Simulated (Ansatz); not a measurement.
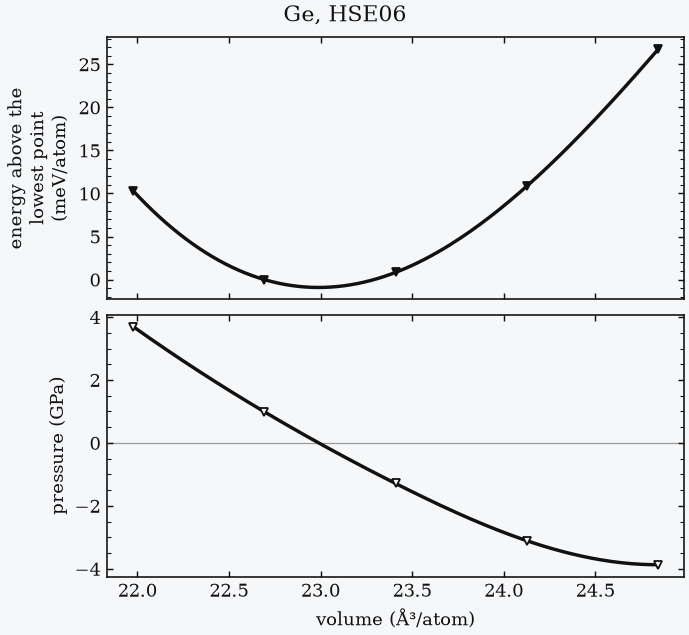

The picture above shows the energy above the lowest point and pressure against volume for Ge, space group Fd-3m (No. 227) (one of a set of cubic test structures, which need not be the stable phase).

Computed with Ansatz 0.2.0 development build: equation of state of a cubic crystal from periodic Kohn-Sham density functional theory without spin; pressure corrected for the finite basis. Level: HSE06.

```tsv
setting	value
structure type	diamond
atoms in cell	2
space group number	227
lattice centring	face-centred primitive
k mesh	4×4×4
occupation method	Fermi–Dirac
occupation width	0.05 eV
wave cutoff	420 eV
datasets	soft-1 PAW
density tolerance	0 eV
bands	18
density cutoff ratio	4
search for lower states	default
exchange singularity	regularized
```

**Where does the curve of the energy above the lowest point have its lowest point?**

The lowest computed point is at volume 22.69 Å³/atom (0.0 meV/atom).

**What does the pressure do across the range?**

It falls from 3.699 GPa at volume 21.98 Å³/atom to −3.869 GPa at 24.84 Å³/atom, and changes sign near 23.00 Å³/atom.

Caveats: coarse k-mesh, values are not converged in k.

The computed values:

```csv
volume (Å³/atom),energy above the lowest point (meV/atom),pressure (GPa)
21.98,10.3,3.699
22.69,0.0,0.990
23.41,0.8,-1.288
24.13,10.9,-3.107
24.84,26.8,-3.869
```
